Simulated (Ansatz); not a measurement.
Geometry relaxation of ZnSe (part 1 of 3)

ZnSe (slab, 16 atoms in the cell), computed with DFT PBE, scalar-relativistic, plane waves, PAW, no spin polarisation (Ansatz 0.2.0).

The structure derives from an entry of the Crystallography Open Database. The input holds or restrains some coordinates. Forces given for the steps count only the free coordinates. It belongs to a series of runs on one base structure; here: clean slab, lower planes held. Figures and captions count atoms from 1; the log counts them from 0 in places.

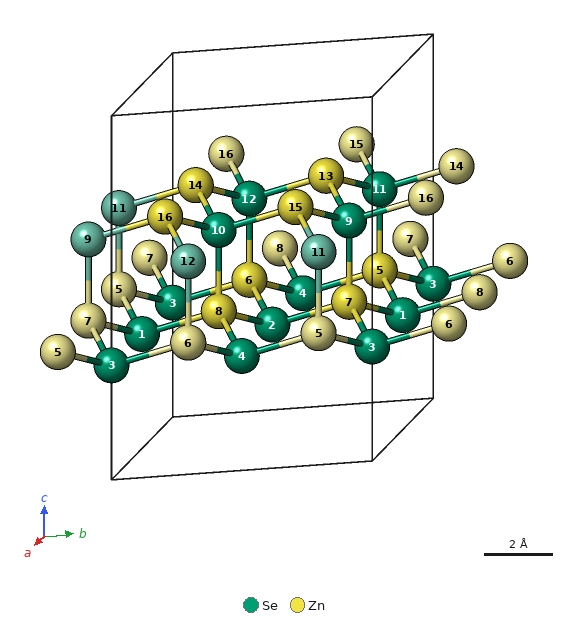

**Figure 1.** The starting structure (ball-and-stick view of the cell of the calculation, with the vacuum cut short, seen slightly off an axis; neighbours outside the cell are drawn fainter; atoms are numbered from 1 in the order of the input). An atom can appear more than once, as a periodic image.

The input
```yaml
crystal:
  lattice:
    - [8.106046264, 0.0, 0.0]
    - [-4.053023132, 7.0200419889, 0.0]
    - [0.0, 0.0, 20.1365994121]
  atoms:
    - { symbol: Se, position: [0.5, 0.0, 0.3972865446] }
    - { symbol: Se, position: [0.5, 0.5, 0.3972865446] }
    - { symbol: Se, position: [0.0, 0.0, 0.3972865446] }
    - { symbol: Se, position: [0.0, 0.5, 0.3972865446] }
    - { symbol: Zn, position: [0.1666666667, 0.8333333333, 0.4383719267] }
    - { symbol: Zn, position: [0.1666666667, 0.3333333333, 0.4383719267] }
    - { symbol: Zn, position: [0.6666666667, 0.8333333333, 0.4383719267] }
    - { symbol: Zn, position: [0.6666666667, 0.3333333333, 0.4383719267] }
    - { symbol: Se, position: [0.6666666667, 0.8333333333, 0.5616280733] }
    - { symbol: Se, position: [0.6666666667, 0.3333333333, 0.5616280733] }
    - { symbol: Se, position: [0.1666666667, 0.8333333333, 0.5616280733] }
    - { symbol: Se, position: [0.1666666667, 0.3333333333, 0.5616280733] }
    - { symbol: Zn, position: [0.3333333333, 0.6666666667, 0.6027134554] }
    - { symbol: Zn, position: [0.3333333333, 0.1666666667, 0.6027134554] }
    - { symbol: Zn, position: [0.8333333333, 0.6666666667, 0.6027134554] }
    - { symbol: Zn, position: [0.8333333333, 0.1666666667, 0.6027134554] }
basis:
  ecutwfc: 420
kpoints:
  mp_grid: { grid: [2, 2, 1] }
hamiltonian:
  xc: pbe
scf:
  occupations: { method: gaussian, width: 0.05 }
output:
  forces: true
  eigenvalues: true
  write_density: true
  write_potential: true
  elf: true
  volumetric_format: npy
relax:
  adjacent_minimum: "off"
  f_tol: 0.03
  max_steps: 70
  constraints: [{ sites: [0, 1, 2, 3, 4, 5, 6, 7] }]
efield:
  axis: 3
  dipole_correction: true
  ramp_width: 0.04
```

Launch command:
```bash
ansatz run input.yaml --threads 4 --pin off --max-ram 10240MiB --backend cpu --events-out ev --progress --plain --runs-dir out
```

Output
```
Engine: ansatz 0.2.0, aarch64-unknown-linux-gnu
Pseudopotentials: kind: paw
Pseudopotential: Se, paw, valence charge 16, recommended cutoff 420 eV (normal), Se.paw.azcp
Pseudopotential: Zn, paw, valence charge 12, recommended cutoff 420 eV (normal), Zn.paw.azcp
Functional definition: PBE
  parameter kappa = 0.804
  parameter beta = 0.06672455060314922
  exchange = pbe_x(kappa = kappa, mu = beta*pi^2/3)
  correlation = pbe_c(beta = beta)
Crystal: 16 atoms, lattice volume = 1145.869 Å³
Basis set: ecut = 420 eV, 22501 PW (Γ), exchange–correlation on 120×120×270 points (8 copies of the dense FFT grid, shifted against one another)
Bands: 135, of which v1, the nominal top of the filled ones, is band 112 counted from 1 (111 counted from 0)
Symmetry: 24 space group operations
Space group: P3m1 (ITA 156), of the structure as read, at distance tolerance 1.0e-4 Å
k-points: 2 of 4
Non-local potential: Se, projectors of the file, l = 0: 2, l = 1: 2, l = 2: 3, l = 3: 1
Non-local potential: Zn, projectors of the file, l = 0: 2, l = 1: 2, l = 2: 3, l = 3: 1
PAW form: soft (Blöchl's): semilocal exchange-correlation on the pseudo side does not see the compensation charge
PAW one-centre angular grid: Se, 590 points (default); XC on 64 Gauss nodes
PAW one-centre angular grid: Zn, 590 points (default); XC on 64 Gauss nodes
Initial density: superposition of atomic densities (neutral atoms: chi_scale 0, normalization atom), corrected by the library's trained network
Initial wavefunctions: pseudopotential atomic-orbital guess
Functional: x = pbe(κ = 0.804, μ = 0.2195149727645171), c = pbe(β = 0.06672455060314922)
SCF iter   1: F=—  HF=-70310.848213 eV  |F-HF|=—  |Δ(HF+E_count)|=         —  Δρ=1.96e-3  dr2=5.43e-1  ethr=1.77e-3  p=0.888 e·Å  D=1.40e-1 V/Å  ΔV_dip=-2.82 eV  dr2_dipole=2.13e-1  V_vac-E_F(+/−)=3.03/5.86 eV  ⟨swp⟩=7.0  Hψ=1104  notcnv=0  defer=19
efield: sawtooth ramp at fractional position 0.9800 (placed from the atoms, in the widest stretch of the axis that holds none; the zero of the levels goes with the place), width 0.0400; the density the first Hamiltonian is built on has a dipole p = 0.888 e·Å; the dipole correction subtracts the counter field D = 1.40e-1 V/Å, which shifts the + side's vacuum level by -2.82 eV against the − side's; the planar-averaged density in the ramp window peaks in size at 2.5e-5 e/Å³
preconditioner: auto → Resta (q_TF=auto, 2.078 Å⁻¹)  ε∞=2.7  [insulator: Δε(μ)=0.514 eV  Ē_g=9.997 eV  σ=0.050 eV  W_gap=1.00  n_scr=186 (ndim 8)  ℏωp=13.2 eV  f_vac=0.636  D(μ)=0.00/eV (n_scr^D=0)  ε∞_Penn≈2.7  vacuum switching on, ρ_ref=7.2e-3 e/Å³]
SCF iter   2: F=—  HF=-70310.891192 eV  |F-HF|=—  |Δ(HF+E_count)|=   4.30e-2  Δρ=3.54e-3  dr2=1.65e0  ethr=2.43e-4  p=1.222 e·Å  D=1.93e-1 V/Å  ΔV_dip=-3.89 eV  dr2_dipole=6.76e-1  V_vac-E_F(+/−)=2.27/6.16 eV  ⟨swp⟩=3.0  Hψ=356  notcnv=0  defer=38  recentre
preconditioner: auto → LDOS  [metal: Δε(μ)=0.024 eV  Ē_g=9.781 eV  σ=0.050 eV  W_gap=0.25  n_scr=186 (ndim 8)  ℏωp=13.2 eV  f_vac=0.636  D(μ)=14.63/eV (n_scr^D=50)  β→1.0]
SCF iter   3: F=—  HF=-70310.791911 eV  |F-HF|=—  |Δ(HF+E_count)|=   9.93e-2  Δρ=1.10e-3  dr2=1.44e-1  ethr=2.43e-4  p=0.972 e·Å  D=1.54e-1 V/Å  ΔV_dip=-3.09 eV  dr2_dipole=5.14e-2  V_vac-E_F(+/−)=2.84/5.94 eV  ⟨swp⟩=2.5  Hψ=289  notcnv=0  defer=38
SCF iter   4: F=—  HF=-70310.768734 eV  |F-HF|=—  |Δ(HF+E_count)|=   2.32e-2  Δρ=4.71e-4  dr2=7.24e-3  ethr=6.45e-5  p=1.035 e·Å  D=1.63e-1 V/Å  ΔV_dip=-3.29 eV  dr2_dipole=2.01e-3  V_vac-E_F(+/−)=2.66/5.96 eV  ⟨swp⟩=1.5  Hψ=332  notcnv=0  defer=33
SCF iter   5: F=—  HF=-70310.768185 eV  |F-HF|=—  |Δ(HF+E_count)|=   5.49e-4  Δρ=1.94e-4  dr2=2.75e-3  ethr=3.23e-6  p=1.064 e·Å  D=1.68e-1 V/Å  ΔV_dip=-3.38 eV  dr2_dipole=9.34e-4  V_vac-E_F(+/−)=2.59/5.97 eV  ⟨swp⟩=2.0  Hψ=382  notcnv=0  defer=33
SCF iter   6: F=—  HF=-70310.767879 eV  |F-HF|=—  |Δ(HF+E_count)|=   3.07e-4  Δρ=8.10e-5  dr2=3.38e-4  ethr=1.23e-6  p=1.057 e·Å  D=1.67e-1 V/Å  ΔV_dip=-3.36 eV  dr2_dipole=9.42e-5  V_vac-E_F(+/−)=2.60/5.96 eV  ⟨swp⟩=1.5  Hψ=263  notcnv=0  defer=33
SCF iter   7: F=-70310.767857 eV  HF=-70310.767864 eV  |F-HF|=6.57e-6  |Δ(HF+E_count)|=   1.52e-5  Δρ=3.43e-5  dr2=1.38e-5  ethr=1.00e-8  p=1.055 e·Å  D=1.67e-1 V/Å  ΔV_dip=-3.35 eV  dr2_dipole=1.70e-8  V_vac-E_F(+/−)=2.60/5.96 eV  ⟨swp⟩=29.5  Hψ=3038  notcnv=0
SCF 1 converged in 7 iterations: F = -70310.767857 eV  dr2 = 1.38e-5
  greatest PAW one-centre occupation: 1.000 electrons in one spin orbital (limit 2), on the Se atom at site 11 (counted from 0), in its partial waves of l = 2
relax step   1: F+E_penalty+E_count = -70310.76785699 eV  Δ(F+E_penalty+E_count) = +0.000e0 eV  max|allowed force component| = 1.470e0 eV/Å  Δτ_max = 0.0000 Å  (7 SCF iters, dr2 threshold 2.25e-5 eV, accepted)
Initial density: handed on by an earlier stage of this run
Initial wavefunctions: those handed on with the density
iter 1 solved again at ethr=8.15e-5 eV; its pass at ethr=3.10e-3 eV (dr2=1.83e-1 eV) is discarded
SCF iter   1: F=—  HF=-70311.528064 eV  |F-HF|=—  |Δ(HF+E_count)|=         —  Δρ=2.57e-3  dr2=1.76e-1  ethr=8.15e-5  p=1.055 e·Å  D=1.67e-1 V/Å  ΔV_dip=-3.35 eV  dr2_dipole=1.59e-2  V_vac-E_F(+/−)=2.63/5.99 eV  ⟨swp⟩=1.0  Hψ=941  notcnv=0  defer=33
efield: sawtooth ramp at fractional position 0.9800 (handed on by an earlier solve), width 0.0400; the density the first Hamiltonian is built on has a dipole p = 1.055 e·Å; the dipole correction subtracts the counter field D = 1.67e-1 V/Å, which shifts the + side's vacuum level by -3.35 eV against the − side's; the planar-averaged density in the ramp window peaks in size at 2.8e-6 e/Å³
preconditioner: auto → LDOS  [insulator: Δε(μ)=0.156 eV  Ē_g=9.899 eV  σ=0.050 eV  W_gap=0.97  n_scr=186 (ndim 8)  ℏωp=13.2 eV  f_vac=0.642  D(μ)=1.39/eV (n_scr^D=2)  ε∞_Penn≈2.8  β→1.0]
SCF iter   2: F=—  HF=-70311.577416 eV  |F-HF|=—  |Δ(HF+E_count)|=   4.94e-2  Δρ=3.29e-3  dr2=8.54e-1  ethr=7.85e-5  p=1.101 e·Å  D=1.74e-1 V/Å  ΔV_dip=-3.50 eV  dr2_dipole=2.01e-1  V_vac-E_F(+/−)=2.70/6.20 eV  ⟨swp⟩=2.5  Hψ=397  notcnv=0  defer=33  recentre
SCF iter   3: F=—  HF=-70311.501382 eV  |F-HF|=—  |Δ(HF+E_count)|=   7.60e-2  Δρ=1.23e-3  dr2=5.97e-2  ethr=7.85e-5  p=1.040 e·Å  D=1.64e-1 V/Å  ΔV_dip=-3.31 eV  dr2_dipole=1.18e-2  V_vac-E_F(+/−)=2.72/6.03 eV  ⟨swp⟩=2.0  Hψ=455  notcnv=0  defer=31
SCF iter   4: F=—  HF=-70311.495602 eV  |F-HF|=—  |Δ(HF+E_count)|=   5.78e-3  Δρ=2.97e-4  dr2=4.71e-3  ethr=2.67e-5  p=1.050 e·Å  D=1.66e-1 V/Å  ΔV_dip=-3.34 eV  dr2_dipole=1.01e-6  V_vac-E_F(+/−)=2.72/6.06 eV  ⟨swp⟩=2.0  Hψ=277  notcnv=0  defer=31
SCF iter   5: F=—  HF=-70311.494659 eV  |F-HF|=—  |Δ(HF+E_count)|=   9.43e-4  Δρ=1.16e-4  dr2=3.14e-4  ethr=2.10e-6  p=1.046 e·Å  D=1.65e-1 V/Å  ΔV_dip=-3.33 eV  dr2_dipole=3.63e-5  V_vac-E_F(+/−)=2.74/6.07 eV  ⟨swp⟩=2.0  Hψ=384  notcnv=0  defer=31
SCF iter   6: F=-70311.494680 eV  HF=-70311.494694 eV  |F-HF|=1.44e-5  |Δ(HF+E_count)|=   3.49e-5  Δρ=2.68e-5  dr2=2.33e-5  ethr=4.46e-8  p=1.046 e·Å  D=1.65e-1 V/Å  ΔV_dip=-3.33 eV  dr2_dipole=5.45e-6  V_vac-E_F(+/−)=2.74/6.07 eV  ⟨swp⟩=19.5  Hψ=2933  notcnv=0
SCF 2 converged in 6 iterations: F = -70311.494680 eV  dr2 = 2.33e-5
relax step   2: F+E_penalty+E_count = -70311.49467954 eV  Δ(F+E_penalty+E_count) = -7.268e-1 eV  max|allowed force component| = 7.263e-1 eV/Å  Δτ_max = 0.1372 Å  (6 SCF iters, dr2 threshold 1.00e-4 eV, accepted)
[... from here on the SCF iterations and repeated set-up lines of each step are left out, up to the last step ...]
SCF 3 converged in 9 iterations: F = -70311.802994 eV  dr2 = 3.07e-5
relax step   3: F+E_penalty+E_count = -70311.80299372 eV  Δ(F+E_penalty+E_count) = -3.083e-1 eV  max|allowed force component| = 1.875e-1 eV/Å  Δτ_max = 0.1887 Å  (9 SCF iters, dr2 threshold 3.30e-5 eV, accepted)
SCF 4 converged in 10 iterations: F = -70311.850825 eV  dr2 = 3.40e-7
relax step   4: F+E_penalty+E_count = -70311.85082494 eV  Δ(F+E_penalty+E_count) = -4.783e-2 eV  max|allowed force component| = 3.803e-2 eV/Å  Δτ_max = 0.1014 Å  (10 SCF iters, dr2 threshold 2.34e-6 eV, accepted)
SCF 5 converged in 7 iterations: F = -70311.854080 eV  dr2 = 3.28e-8
relax step   5: F+E_penalty+E_count = -70311.85407960 eV  Δ(F+E_penalty+E_count) = -3.255e-3 eV  max|allowed force component| = 3.462e-2 eV/Å  Δτ_max = 0.0175 Å  (7 SCF iters, accepted)
SCF 6 converged in 9 iterations: F = -70311.864602 eV  dr2 = 2.12e-8
relax step   6: F+E_penalty+E_count = -70311.86460181 eV  Δ(F+E_penalty+E_count) = -1.052e-2 eV  max|allowed force component| = 2.723e-2 eV/Å  Δτ_max = 0.1228 Å  (9 SCF iters, accepted)
SCF 7 converged in 8 iterations: F = -70311.866906 eV  dr2 = 3.33e-8
relax step   7: F+E_penalty+E_count = -70311.86690647 eV  Δ(F+E_penalty+E_count) = -2.305e-3 eV  max|allowed force component| = 2.308e-2 eV/Å  Δτ_max = 0.0327 Å  (8 SCF iters, accepted)
SCF 8 converged in 9 iterations: F = -70311.911129 eV  dr2 = 6.17e-8
relax step   8: F+E_penalty+E_count = -70311.91112893 eV  Δ(F+E_penalty+E_count) = -4.422e-2 eV  max|allowed force component| = 1.074e-1 eV/Å  Δτ_max = 0.1950 Å  (9 SCF iters, accepted)
SCF 9 converged in 7 iterations: F = -70312.064962 eV  dr2 = 3.19e-6
relax step   9: F+E_penalty+E_count = -70312.06496173 eV  Δ(F+E_penalty+E_count) = -1.538e-1 eV  max|allowed force component| = 2.551e-1 eV/Å  Δτ_max = 0.1943 Å  (7 SCF iters, dr2 threshold 8.29e-6 eV, accepted)
SCF 10 converged in 6 iterations: F = -70312.301549 eV  dr2 = 2.06e-5
relax step  10: F+E_penalty+E_count = -70312.30154927 eV  Δ(F+E_penalty+E_count) = -2.366e-1 eV  max|allowed force component| = 1.170e-1 eV/Å  Δτ_max = 0.1982 Å  (6 SCF iters, dr2 threshold 6.51e-5 eV, accepted)
SCF 11 converged in 7 iterations: F = -70312.351753 eV  dr2 = 1.92e-7
relax step  11: F+E_penalty+E_count = -70312.35175348 eV  Δ(F+E_penalty+E_count) = -5.020e-2 eV  max|allowed force component| = 8.047e-2 eV/Å  Δτ_max = 0.0899 Å  (7 SCF iters, dr2 threshold 2.88e-6 eV, accepted)
SCF 12 converged in 7 iterations: F = -70312.405508 eV  dr2 = 9.96e-7
relax step  12: F+E_penalty+E_count = -70312.40550834 eV  Δ(F+E_penalty+E_count) = -5.375e-2 eV  max|allowed force component| = 7.170e-2 eV/Å  Δτ_max = 0.1956 Å  (7 SCF iters, dr2 threshold 1.36e-6 eV, accepted)
SCF 13 converged in 5 iterations: F = -70312.406937 eV  dr2 = 1.80e-6
relax step  13: F+E_penalty+E_count = -70312.40693679 eV  Δ(F+E_penalty+E_count) = -1.428e-3 eV  max|allowed force component| = 4.257e-2 eV/Å  Δτ_max = 0.0200 Å  (5 SCF iters, dr2 threshold 2.43e-6 eV, accepted)
SCF iter   1: F=—  HF=-70312.408089 eV  |F-HF|=—  |Δ(HF+E_count)|=         —  Δρ=1.80e-4  dr2=2.26e-3  ethr=1.05e-5  p=0.378 e·Å  D=5.96e-2 V/Å  ΔV_dip=-1.20 eV  dr2_dipole=6.84e-4  V_vac-E_F(+/−)=4.48/5.68 eV  ⟨swp⟩=2.0  Hψ=481  notcnv=0  defer=37
efield: sawtooth ramp at fractional position 0.9800 (handed on by an earlier solve), width 0.0400; the density the first Hamiltonian is built on has a dipole p = 0.378 e·Å; the dipole correction subtracts the counter field D = 5.96e-2 V/Å, which shifts the + side's vacuum level by -1.20 eV against the − side's; the planar-averaged density in the ramp window peaks in size at 1.3e-5 e/Å³
preconditioner: auto → Resta (q_TF=auto, 2.078 Å⁻¹)  ε∞=2.6  [insulator: Δε(μ)=0.989 eV  Ē_g=10.372 eV  σ=0.050 eV  W_gap=1.00  n_scr=186 (ndim 8)  ℏωp=13.2 eV  f_vac=0.661  D(μ)=0.00/eV (n_scr^D=0)  ε∞_Penn≈2.6  vacuum switching on, ρ_ref=7.8e-3 e/Å³]
SCF iter   2: F=—  HF=-70312.407781 eV  |F-HF|=—  |Δ(HF+E_count)|=   3.08e-4  Δρ=1.47e-4  dr2=7.28e-4  ethr=1.01e-6  p=0.396 e·Å  D=6.25e-2 V/Å  ΔV_dip=-1.26 eV  dr2_dipole=1.94e-4  V_vac-E_F(+/−)=4.45/5.70 eV  ⟨swp⟩=2.0  Hψ=329  notcnv=0  defer=37
SCF iter   3: F=—  HF=-70312.407659 eV  |F-HF|=—  |Δ(HF+E_count)|=   1.22e-4  Δρ=6.05e-5  dr2=5.56e-5  ethr=3.25e-7  p=0.389 e·Å  D=6.15e-2 V/Å  ΔV_dip=-1.24 eV  dr2_dipole=2.68e-6  V_vac-E_F(+/−)=4.46/5.70 eV  ⟨swp⟩=2.0  Hψ=266  notcnv=0  defer=37
SCF iter   4: F=—  HF=-70312.407895 eV  |F-HF|=—  |Δ(HF+E_count)|=   2.36e-4  Δρ=1.32e-5  dr2=2.82e-6  ethr=2.48e-8  p=0.390 e·Å  D=6.16e-2 V/Å  ΔV_dip=-1.24 eV  dr2_dipole=4.88e-8  V_vac-E_F(+/−)=4.46/5.70 eV  ⟨swp⟩=2.0  Hψ=373  notcnv=0  defer=37
SCF iter   5: F=—  HF=-70312.407895 eV  |F-HF|=—  |Δ(HF+E_count)|=   6.23e-8  Δρ=4.77e-6  dr2=3.06e-7  ethr=1.26e-9  p=0.390 e·Å  D=6.16e-2 V/Å  ΔV_dip=-1.24 eV  dr2_dipole=3.01e-9  V_vac-E_F(+/−)=4.46/5.70 eV  ⟨swp⟩=2.0  Hψ=417  notcnv=0  defer=37
SCF iter   6: F=—  HF=-70312.407895 eV  |F-HF|=—  |Δ(HF+E_count)|=   2.16e-7  Δρ=4.34e-6  dr2=1.38e-7  ethr=4.46e-11  p=0.390 e·Å  D=6.16e-2 V/Å  ΔV_dip=-1.24 eV  dr2_dipole=1.68e-9  V_vac-E_F(+/−)=4.46/5.70 eV  ⟨swp⟩=17.0  Hψ=2248  notcnv=0
SCF iter   7: F=-70312.407895 eV  HF=-70312.407895 eV  |F-HF|=1.40e-8  |Δ(HF+E_count)|=   5.00e-8  Δρ=6.58e-7  dr2=4.34e-9  ethr=4.46e-11  p=0.390 e·Å  D=6.16e-2 V/Å  ΔV_dip=-1.24 eV  dr2_dipole=3.28e-10  V_vac-E_F(+/−)=4.46/5.70 eV  ⟨swp⟩=11.0  Hψ=1818  notcnv=0
SCF 14 converged in 7 iterations: F = -70312.407895 eV  dr2 = 4.34e-9
relax step  14: F+E_penalty+E_count = -70312.40789503 eV  Δ(F+E_penalty+E_count) = -9.582e-4 eV  max|allowed force component| = 8.633e-4 eV/Å  Δτ_max = 0.0081 Å  (7 SCF iters, accepted)
```

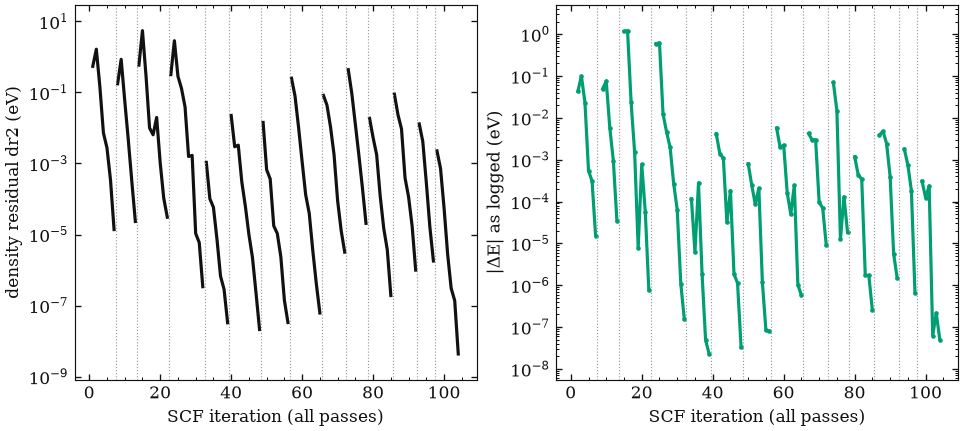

**Figure 2.** Convergence of the self-consistent field: density residual dr2 and size of the energy change against the SCF iteration. The dotted lines part the SCF passes of the relaxation: geometry steps, rejected trials and re-solves on a re-selected basis. The 14 passes take 5 to 10 iterations each, 104 in all.
